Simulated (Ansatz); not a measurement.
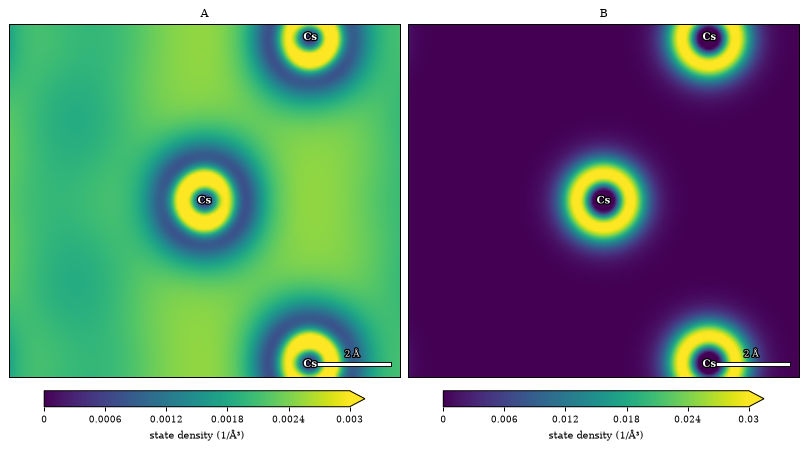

Cs: densities of the states in two energy windows, on the (100) plane of the conventional cell.

Space group Pbcm. This isn't the usual form at ambient conditions. The cell comes from a database of computed structures, not from a measurement.

Computed with DFT PBE, scalar-relativistic, plane waves, PAW in Ansatz.

In a PAW calculation such maps are meaningful between the atoms, not at the nuclei.

### The windows, about the Fermi level, are −10.79 to −10.62 eV and −0.25 to +0.25 eV. Which panel shows which?

Panel A: −0.25 to +0.25 eV, the states at the Fermi level, mainly Cs 6s (over 95 %).
Panel B: −10.79 to −10.62 eV, a separate group of bands, mainly Cs 5p (over 95 %).
The characters are Löwdin shares on a minimal set of atomic orbitals.

Run time: 71 s on 1 thread of Arm Neoverse N1, with other jobs on the host, peak memory 0.83 GiB.
